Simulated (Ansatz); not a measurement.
**Run report: CuO, single-point calculation (part 3 of 3)**

CuO (P6₃mc, 4 atoms in the cell); DFT LDA+U+J, spin-orbit coupling, plane waves, PAW, U = 7 eV, J = 0.7 eV on Cu atom 1 d; U = 7 eV, J = 0.7 eV on Cu atom 2 d (Ansatz 0.2.0); cutoff 420 eV, 7×7×4 k-mesh, Gaussian smearing of 0.05 eV. The structure was built on a prototype by a generator; it need not be a known phase. The run did not end well. It belongs to a series of runs on one base structure; here: random orbitals: random, high filling.

Geometry of the input (Å; fractional positions):
```
3.2880  0.0000  0.0000
-1.6440  2.8475  0.0000
0.0000  0.0000  5.3850
Cu 0.6667  0.3333  0.0000
Cu 0.3333  0.6667  0.5000
O  0.6667  0.3333  0.6252
O  0.3333  0.6667  0.1252
```

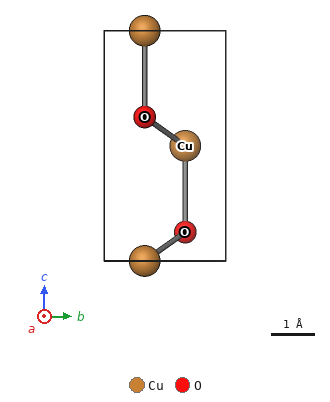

*The input geometry (ball-and-stick view of the cell of the calculation, along the a axis).*

**Output, continued**
```
SCF iter  51: F=—  HF=-14215.994929 eV  |F-HF|=—  |Δ(HF+E_count)|=   1.59e-3  Δρ=1.22e-3  dr2=5.35e-4  dr2_m=5.24e-5  ethr=1.55e-10  |M|=6.85e-2 ∫|m|=1.17e0 μB  |m|>n=0.0e0 m-floor=0.0e0 τ_xc=2.0e-18  β_m=1.00  ⟨swp⟩=4.6  Hψ=42580  notcnv=0  defer=838
SCF iter  52: F=—  HF=-14215.995208 eV  |F-HF|=—  |Δ(HF+E_count)|=   2.79e-4  Δρ=7.34e-4  dr2=1.77e-4  dr2_m=2.73e-5  ethr=1.55e-10  |M|=6.30e-2 ∫|m|=1.17e0 μB  |m|>n=0.0e0 m-floor=0.0e0 τ_xc=2.0e-18  β_m=1.00  ⟨swp⟩=3.9  Hψ=31811  notcnv=0  defer=838
SCF iter  53: F=—  HF=-14215.995895 eV  |F-HF|=—  |Δ(HF+E_count)|=   6.87e-4  Δρ=7.78e-4  dr2=1.83e-4  dr2_m=1.92e-5  ethr=1.55e-10  |M|=4.77e-2 ∫|m|=1.17e0 μB  |m|>n=0.0e0 m-floor=0.0e0 τ_xc=2.0e-18  β_m=0.99  ⟨swp⟩=4.0  Hψ=36432  notcnv=0  defer=838
SCF iter  54: F=—  HF=-14215.996331 eV  |F-HF|=—  |Δ(HF+E_count)|=   4.36e-4  Δρ=4.82e-4  dr2=9.65e-5  dr2_m=1.82e-5  ethr=1.55e-10  |M|=3.54e-2 ∫|m|=1.17e0 μB  |m|>n=0.0e0 m-floor=0.0e0 τ_xc=2.0e-18  β_m=0.73  ⟨swp⟩=4.0  Hψ=36560  notcnv=0  defer=838
SCF iter  55: F=—  HF=-14215.996766 eV  |F-HF|=—  |Δ(HF+E_count)|=   4.34e-4  Δρ=6.68e-4  dr2=1.82e-4  dr2_m=1.77e-5  ethr=1.55e-10  |M|=2.50e-2 ∫|m|=1.17e0 μB  |m|>n=0.0e0 m-floor=0.0e0 τ_xc=1.9e-18  β_m=0.63  ⟨swp⟩=4.2  Hψ=34139  notcnv=0  defer=838
SCF iter  56: F=—  HF=-14215.997268 eV  |F-HF|=—  |Δ(HF+E_count)|=   5.03e-4  Δρ=6.97e-4  dr2=1.56e-4  dr2_m=1.38e-5  ethr=1.55e-10  |M|=1.19e-2 ∫|m|=1.17e0 μB  |m|>n=0.0e0 m-floor=0.0e0 τ_xc=2.0e-18  β_m=0.46  ⟨swp⟩=4.0  Hψ=36453  notcnv=0  defer=838
SCF iter  57: F=—  HF=-14215.997645 eV  |F-HF|=—  |Δ(HF+E_count)|=   3.76e-4  Δρ=3.56e-4  dr2=3.41e-5  dr2_m=1.39e-5  ethr=1.55e-10  |M|=6.64e-3 ∫|m|=1.18e0 μB  |m|>n=0.0e0 m-floor=0.0e0 τ_xc=2.0e-18  β_m=0.90  ⟨swp⟩=4.0  Hψ=36470  notcnv=0  defer=838
SCF iter  58: F=—  HF=-14215.997760 eV  |F-HF|=—  |Δ(HF+E_count)|=   1.15e-4  Δρ=3.34e-4  dr2=4.03e-5  dr2_m=1.36e-5  ethr=1.55e-10  |M|=1.11e-2 ∫|m|=1.18e0 μB  |m|>n=0.0e0 m-floor=0.0e0 τ_xc=2.0e-18  β_m=0.95  ⟨swp⟩=3.1  Hψ=30643  notcnv=0  defer=838
SCF iter  59: F=—  HF=-14215.997974 eV  |F-HF|=—  |Δ(HF+E_count)|=   2.14e-4  Δρ=3.33e-4  dr2=1.56e-5  dr2_m=2.49e-5  ethr=1.55e-10  |M|=2.45e-2 ∫|m|=1.18e0 μB  |m|>n=0.0e0 m-floor=0.0e0 τ_xc=2.0e-18  β_m=0.98  ⟨swp⟩=4.0  Hψ=36303  notcnv=0  defer=838
SCF iter  60: F=—  HF=-14215.998078 eV  |F-HF|=—  |Δ(HF+E_count)|=   1.05e-4  Δρ=3.30e-4  dr2=4.44e-5  dr2_m=1.22e-5  ethr=1.55e-10  |M|=1.97e-2 ∫|m|=1.18e0 μB  |m|>n=0.0e0 m-floor=0.0e0 τ_xc=2.0e-18  β_m=0.99  ⟨swp⟩=3.0  Hψ=29515  notcnv=0  defer=838
SCF iter  61: F=—  HF=-14215.998338 eV  |F-HF|=—  |Δ(HF+E_count)|=   2.60e-4  Δρ=5.76e-4  dr2=1.30e-4  dr2_m=1.45e-5  ethr=1.55e-10  |M|=2.39e-2 ∫|m|=1.18e0 μB  |m|>n=0.0e0 m-floor=0.0e0 τ_xc=2.0e-18  β_m=0.99  ⟨swp⟩=3.0  Hψ=30615  notcnv=0  defer=838
Error: SIGTERM received: cancelled by the caller after 61 completed SCF iterations
```

**Outcome**

| quantity | value |
| --- | --- |
| outcome | stopped at the time limit |
| space group (tolerance 0.01 Å) | P6₃mc (186) |
| hardware | 4 threads of Intel Xeon (Emerald Rapids), 12 GiB of memory available, shared host |
| wall time | 3.9 min (CPU time 15 min) |
| peak memory | 1.7 GiB |

**Diagnosis**

The run was cut off by its time limit, so the output is incomplete. The program warns: the SCF threshold is looser than advised for the printed stress; the occupation matrices lower the symmetry.
